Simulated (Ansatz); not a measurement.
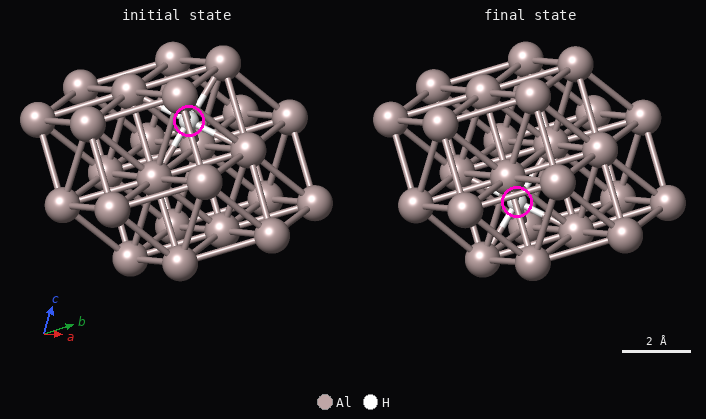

The two relaxed end points of a path for a defect cell of composition Al₂₇H (28 atoms in the cell). The picture is a ball-and-stick view of the atoms within 4.4 Å of the middle of the path, seen from a free direction. The moving atom is ringed, with any periodic copies. Bonds to atoms that aren't drawn are left out.

Level of theory: Ansatz, DFT PBE, scalar-relativistic, plane waves, PAW.

Settings: plane-wave cutoff 420 eV; k-point mesh 3 × 3 × 3; Gaussian smearing 0.1 eV; 5 movable images; climbing image.

Start:
```
CELL_PARAMETERS angstrom
-6.06243 -6.06243 0.00000
-6.06243 0.00000 -6.06243
0.00000 -6.06243 -6.06243
ATOMIC_POSITIONS crystal
Al 0.66722 0.66724 0.66723
Al 0.33169 0.66723 0.66722
Al 0.00253 0.66412 0.66413
Al 0.66723 0.33165 0.66724
Al 0.33334 0.33335 0.66751
Al 0.99916 0.33333 0.66751
Al 0.66409 0.00257 0.66409
Al 0.33331 0.99917 0.66752
Al 0.00254 0.00253 0.66412
Al 0.66721 0.66723 0.33169
Al 0.33333 0.66753 0.33334
Al 0.99915 0.66753 0.33333
Al 0.66751 0.33335 0.33334
Al 0.33333 0.33333 0.33333
Al 0.99915 0.33333 0.33335
Al 0.66752 0.99917 0.33330
Al 0.33334 0.99916 0.33332
Al 0.99944 0.99948 0.33497
Al 0.66411 0.66409 0.00256
Al 0.33333 0.66753 0.99916
Al 0.00259 0.66408 0.00258
Al 0.66751 0.33331 0.99916
Al 0.33336 0.33332 0.99915
Al 0.99943 0.33504 0.99944
Al 0.66417 0.00249 0.00249
Al 0.33498 0.99947 0.99945
Al 0.99943 0.99946 0.99944
H 0.83344 0.83326 0.83320
```

End:
```xyz
28
Lattice="-6.0624 -6.0624 0.0000 -6.0624 0.0000 -6.0624 0.0000 -6.0624 -6.0624" Properties=species:S:1:pos:R:3 pbc="T T T"
Al   -8.0520   -8.0833   -8.0833
Al   -6.0676   -6.0573   -8.0831
Al   -4.0416   -4.0727   -8.0833
Al   -6.0676   -8.0832   -6.0573
Al   -4.0416   -6.0572   -6.0572
Al   -8.0899  -10.0973   -6.0690
Al   -4.0416   -8.0833   -4.0724
Al   -8.0898   -6.0690  -10.0973
Al  -12.1180  -10.0972  -10.0971
Al   -8.0901   -6.0692   -6.0692
Al   -6.0558   -4.0349   -6.0690
Al   -4.0416   -2.0209   -6.0322
Al   -6.0558   -6.0690   -4.0348
Al   -4.0416   -4.0467   -4.0468
Al   -8.0783   -8.0831   -4.0469
Al   -4.0416   -6.0317   -2.0209
Al   -8.0782   -4.0468   -8.0831
Al   -0.0313   -2.0208   -2.0209
Al   -8.0900  -10.0972  -10.0972
Al   -6.0674   -2.0207   -4.0469
Al  -10.1040   -6.0575   -4.0469
Al   -6.0675  -10.1092   -8.0831
Al   -4.0416   -8.0832   -8.0832
Al   -8.0781  -12.1197   -8.0831
Al  -10.1040   -4.0468   -6.0574
Al   -8.0781   -8.0832  -12.1196
Al  -12.1180   -6.0692   -6.0691
H   -10.1039   -8.0830   -8.0845
```

Predict the minimum-energy path and its barrier.

The two ends have the same energy, and the highest point, image 3, lies 0.269 eV above the start. The H atom travels furthest, 2.86 Å from end to end, along −c, on a straight line. At the highest image its nearest neighbour (Al) is 1.68 Å away, against 2.05 Å at the start, and the surrounding atoms stand up to 0.23 Å off the mean of their end positions. The band converged in 4 iterations. The largest component of the band force went from 2.5 to 0.031 eV/Å. The climbing image converged on the top of the path. Its curvatures weren't checked.

Energies of the converged images:

| image | path (Å) | E (eV) |
| --- | --- | --- |
| 0 | 0.00 | 0.000 |
| 1 | 0.49 | 0.043 |
| 2 | 0.98 | 0.171 |
| 3 | 1.47 | 0.269 |
| 4 | 1.96 | 0.171 |
| 5 | 2.45 | 0.043 |
| 6 | 2.94 | 0.000 |

The geometry at the top of the path:

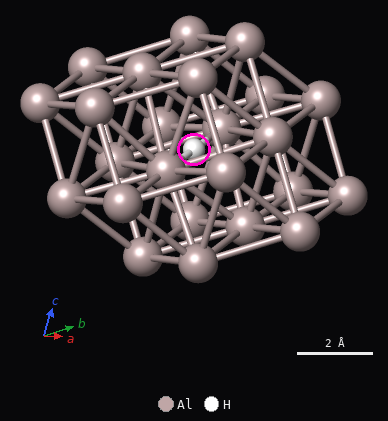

The run took 9.1 min on 4 threads of Arm Neoverse N1, on a shared host, peak memory 2.7 GiB.
